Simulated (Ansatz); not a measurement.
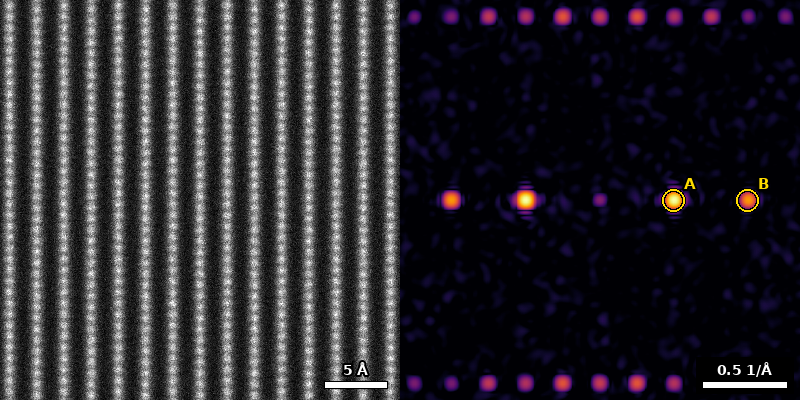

iDPC-like image of a crystal. Simulated as the projected potential of neutral atoms (B = 0.5 Å²) blurred by a 0.50 Å probe, the thin-sample limit of integrated differential phase contrast. Shot noise was added.

The right panel is the modulus of the image's Fourier transform on a logarithmic scale.

Q: Which lattice spacings do the marked spots stand for, and what angle do A and B enclose?

A: 2.2 Å, B: 1.1 Å; A and B enclose about 0°.

The crystal is Re (P6_3/mmc, No. 194) along [310]; the spots are (002) and (004). Model: coordinates from a relaxation with DFT PBE, scalar-relativistic, plane waves, PAW (Ansatz 0.2.0).
